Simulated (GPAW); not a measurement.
Consider ZnO (wurtzite (ZnO)1-x(CdO)x, x = 0, P6_3mc).

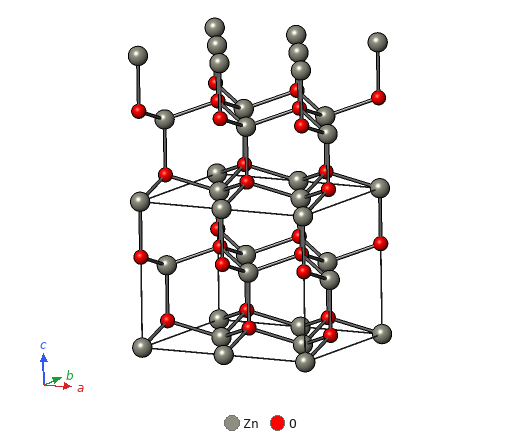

The structure (zinc grey, oxygen red). 1×1×2 cells are drawn. Some periodic images of atoms are drawn too.

```cif
data_structure
_symmetry_space_group_name_H-M 'P 1'
_symmetry_Int_Tables_number 1
_cell_length_a 6.5000
_cell_length_b 5.6292
_cell_length_c 5.2070
_cell_angle_alpha 90.000
_cell_angle_beta 90.000
_cell_angle_gamma 90.000
_cell_volume 190.52
loop_
_atom_site_label
_atom_site_type_symbol
_atom_site_fract_x
_atom_site_fract_y
_atom_site_fract_z
_atom_site_occupancy
Zn1 Zn 0.00000 0.00000 0.00000 1
O2 O 0.00000 0.33333 0.12014 1
Zn3 Zn 0.00000 0.33333 0.50000 1
O4 O 0.00000 0.00000 0.62014 1
Zn5 Zn 0.25000 0.50000 0.00000 1
O6 O 0.25000 0.83333 0.12014 1
Zn7 Zn 0.25000 0.83333 0.50000 1
O8 O 0.25000 0.50000 0.62014 1
Zn9 Zn 0.50000 0.00000 0.00000 1
O10 O 0.50000 0.33333 0.12014 1
Zn11 Zn 0.50000 0.33333 0.50000 1
O12 O 0.50000 0.00000 0.62014 1
Zn13 Zn 0.75000 0.50000 0.00000 1
O14 O 0.75000 0.83333 0.12014 1
Zn15 Zn 0.75000 0.83333 0.50000 1
O16 O 0.75000 0.50000 0.62014 1
```

Absorber: atom 2, with 4 Zn at 1.98 Å (tetrahedral). Method: GPAW, LDA, excited-electron core hole (neutral cell), 16-atom cell with 5.2 Å between holes, 4×4×4 k points, dipole transitions, Gaussian full width 0.9 eV up to 4 eV, rising linearly to 3.5 eV at 25 eV.

What does the O K edge look like?

Main maxima up to 24 eV above the zero (height): 6.9 eV (3.10) and 12.3 eV (1.02). A K edge sees empty p states on the absorber. The total-energy difference is 534.89 eV. One term is added: -8.83 eV, since the hole is spin-paired here and a spin-polarised one costs that much less in the free atom (computed apart). The photon energy is then 526.06 eV. The functional leaves an error in such absolute values: in the free atom LDA prices this hole 4.1 eV below PBE (computed apart), and PBE is itself good to a few eV.

The O K spectrum (energy from the bottom of the conduction band, which holds the excited electron; intensity scaled to a mean of 1 over the first 20 eV; polarised curves are means over the symmetry-equivalent atoms):

```
E (eV)  isotropic  ε ⊥ c  ε ∥ c
  -2.0       0.00   0.00   0.00
  -0.5       0.00   0.00   0.00
   1.0       0.07   0.08   0.06
   2.5       0.43   0.47   0.36
   4.0       1.52   1.58   1.40
   5.5       2.20   2.13   2.34
   7.0       3.09   3.51   2.27
   8.5       0.92   0.82   1.13
  10.0       0.95   0.66   1.52
  11.5       0.94   1.06   0.69
  13.0       0.95   1.16   0.52
  14.5       0.57   0.55   0.61
  16.0       0.42   0.31   0.64
  17.5       0.40   0.31   0.58
  19.0       0.56   0.51   0.66
  20.5       0.78   0.73   0.89
  22.0       0.95   0.97   0.91
  23.5       1.11   1.28   0.75
  25.0       1.32   1.53   0.89
  26.5       1.36   1.35   1.39
  28.0       1.12   0.95   1.46
  29.5       0.84   0.76   1.00
```

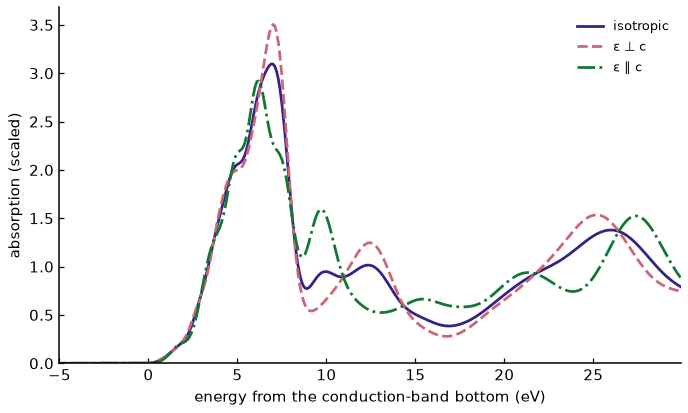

The O K edge.

The holes are only 5.2 Å apart, so the shape is probably not converged with cell size; no larger cell was run here. The mesh is coarse (0.30 Å⁻¹ between points), so small maxima may be mesh ripples.

[Banner, clock and machine lines of the logs are left out without a mark of their own.]

[Logs are printed without paths, hosts, clocks, repeated set-up lines and the standing remarks that a program may print on its own settings, such as how far it seeks lower states.]

[Hosts, paths, dates, database ids (printed as entryN), source tags and the programs' standing remarks are cut or masked in the printed files.]

[Lists of maxima count a maximum above −3 eV only where it reaches 4 % of the highest in the window and stands out from its surroundings by 2 % of it (1.5 % where it reaches 55 %); shoulders and weaker maxima are passed over, and of the rest the first, up to two pre-edge ones and the few strongest are named.]
